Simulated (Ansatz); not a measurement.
System SnO₂ (space group P4_2/mnm, No. 136); source of the atomic positions: the input geometry of an electronic-structure calculation (not necessarily at equilibrium).

```yaml
crystal:
  lattice:
    - [4.82744, 0.00000, 0.00000]
    - [0.00000, 4.82744, 0.00000]
    - [0.00000, 0.00000, 3.23817]
  atoms:
    - { symbol: Sn, position: [0.50000, 0.50000, 0.50000] }
    - { symbol: Sn, position: [0.00000, 0.00000, 0.00000] }
    - { symbol: O, position: [0.30658, 0.30658, 0.00000] }
    - { symbol: O, position: [0.80658, 0.19342, 0.50000] }
    - { symbol: O, position: [0.19342, 0.80658, 0.50000] }
    - { symbol: O, position: [0.69342, 0.69342, 0.00000] }
```

Describe how the polyhedra about Sn are linked (bonds: O–Sn below 2.4 Å).

Sn: SnO6 octahedron, sharing edges with two neighbours and corners with eight neighbours.

They form a three-dimensional framework of corner- and edge-sharing octahedra.

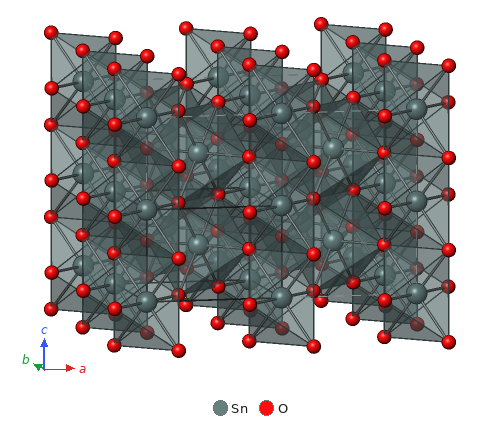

Polyhedra are drawn about Sn (bonds: O–Sn below 2.4 Å); other atoms are plain spheres.
